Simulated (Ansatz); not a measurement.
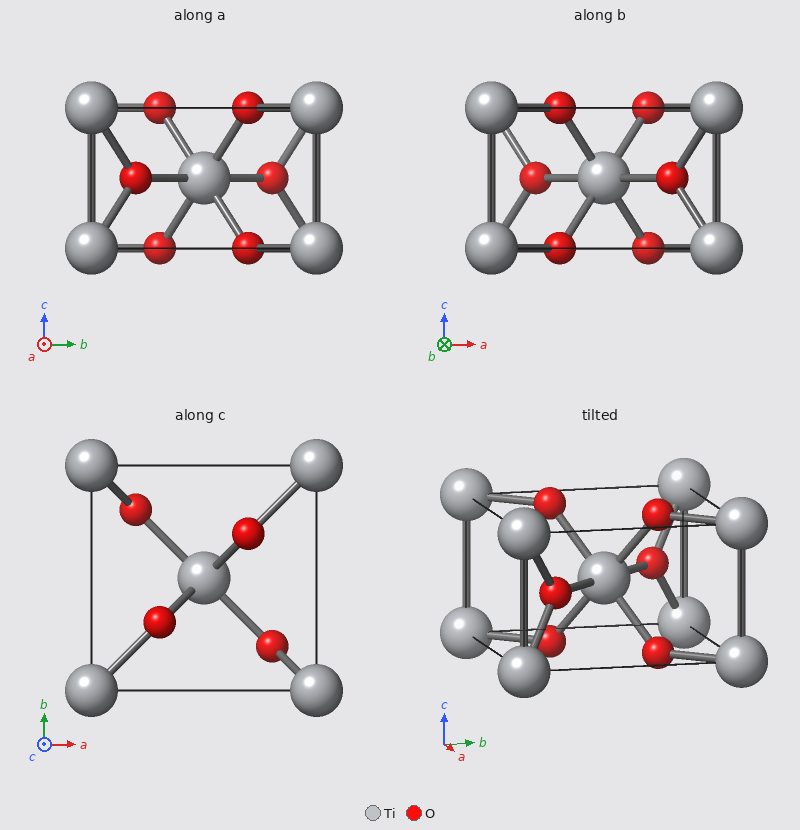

We look at a ball-and-stick model of the crystal along the a axis, along the b axis, along the c axis and slightly off an axis. The frame is the conventional unit cell; atoms at its boundary are shown with their periodic copies.

Lattice parameters: a = 4.5969 Å, b = 4.5969 Å, c = 2.8649 Å, α = 90.000°, β = 90.000°, γ = 90.000°.

Question: Transcribe the picture into a CIF with its space group and independent sites, with free fractional coordinates to two decimals.

Answer:
```cif
data_structure
_symmetry_space_group_name_H-M 'P 42/m n m'
_symmetry_Int_Tables_number 136
_cell_length_a 4.5969
_cell_length_b 4.5969
_cell_length_c 2.8649
_cell_angle_alpha 90.000
_cell_angle_beta 90.000
_cell_angle_gamma 90.000
_cell_volume 60.54
loop_
_atom_site_label
_atom_site_type_symbol
_atom_site_symmetry_multiplicity
_atom_site_Wyckoff_symbol
_atom_site_fract_x
_atom_site_fract_y
_atom_site_fract_z
_atom_site_occupancy
Ti1 Ti 2 a 0.00 0.00 0.00 1
O1 O 4 f 0.30 0.30 0.00 1
```

Provenance: a structure type filled with these elements by a generator (whether the compound takes this form wasn't checked). The cell was then strained or its atoms displaced on purpose. Ansatz was used for an electronic-structure calculation on it.

At this level of theory the cell isn't at rest (compressed, at 9 GPa), so its distances can differ from those at equilibrium, the more so the softer the solid.
